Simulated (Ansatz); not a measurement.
**TaSi$_{2}$: density, localisation and related maps**

The calculation's input:

```
crystal:
  lattice:
    - [0.0, 3.4452670925, 3.4452670925]
    - [3.4452670925, 0.0, 3.4452670925]
    - [3.4452670925, 3.4452670925, 0.0]
  atoms:
    - { symbol: Ta, position: [0.5, 0.5, 0.5] }
    - { symbol: Ta, position: [0.75, 0.75, 0.75] }
    - { symbol: Si, position: [0.125, 0.125, 0.125] }
    - { symbol: Si, position: [0.625, 0.125, 0.125] }
    - { symbol: Si, position: [0.125, 0.125, 0.625] }
    - { symbol: Si, position: [0.125, 0.625, 0.125] }
basis:
  ecutwfc: 500
kpoints:
  mp_grid: { grid: [10, 10, 10] }
hamiltonian:
  xc: r2scan
scf:
  occupations: { method: gaussian, width: 0.1 }
output:
  forces: true
  stress: true
  eigenvalues: true
  write_density: true
  write_potential: true
  elf: true
  volumetric_format: npy
relax:
  adjacent_minimum: "off"
  f_tol: 0.01
  max_steps: 80
  cell: { stress_tol: 0.05 }
```

Command:

```sh
ansatz run input.yaml --threads 1 --pin off --max-ram 3072MiB --backend cpu --events-out ev --progress --plain --runs-dir out
```

Below, planes, directions and counts refer to the conventional cell (a = 6.88 Å, b = 6.88 Å, c = 6.88 Å, α = 90.00°, β = 90.00°, γ = 90.00°).

The fields are those of the run's last geometry, not of the input's.

Space group Fd-3m; started from the cubic Laves (C15)_227 prototype, which need not be the ambient phase.

All numbers below come from DFT r2SCAN, scalar-relativistic, plane waves, PAW in Ansatz 0.2.0.

Core electrons are frozen (PAW), and the valence fields are smoothed inside the atomic spheres.

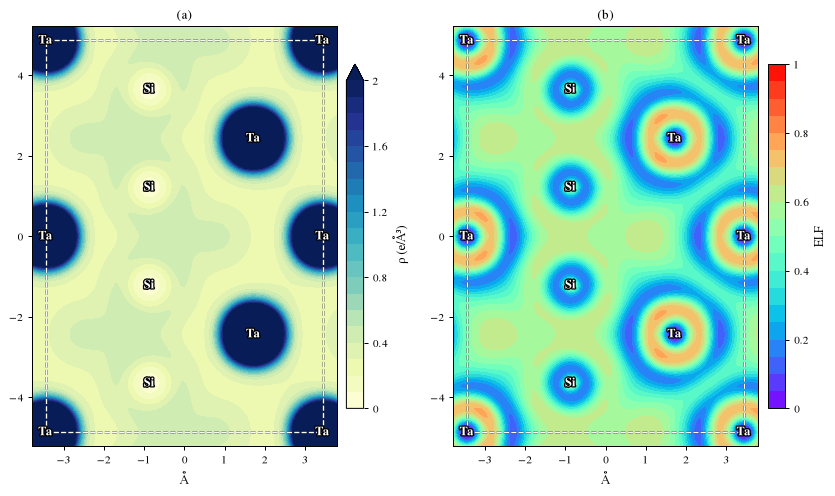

Figure 1. (a) valence electron density; (b) electron localisation function on the (011) plane of the conventional cell.

### Describe what can be read from this map.

- Atoms in the plane: Ta and Si.
- Si–Si (2.43 Å): ρ is about 0.43 e/Å³ halfway; the ELF peaks at about 0.65 between the atoms.
- Ta–Si (2.85 Å): ρ is about 0.28 e/Å³ halfway; the ELF peaks at about 0.60 in the valence shell of Si, 1.0 Å from its nucleus, and is about 0.35 at the midpoint.
- Ta–Ta (2.98 Å): ρ is about 0.29 e/Å³ halfway; the ELF is about 0.45 at the midpoint.
- Between the atoms the lowest density in this plane is 0.25 e/Å³.
- The features right at Ta lie inside the PAW spheres, where the map follows smoothed inner orbitals and isn't to be read closely.

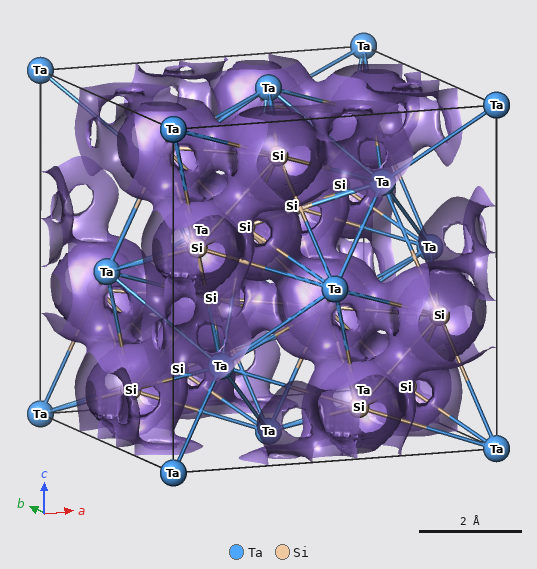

Figure 2. Isosurface of the ELF at 0.6 (purple), seen slightly off an axis. Only the valence region is drawn (cores and ρ < 0.01 e/Å³ removed). Sticks mark near contacts.

### Where are the electrons localised?

At this value the surface marks out one network that runs through the whole crystal, counted in one cell of 24 atoms. Regions shared between cells count once.

### Metal or insulator at this level of theory?

It is gapless in this calculation (a metal or semimetal).
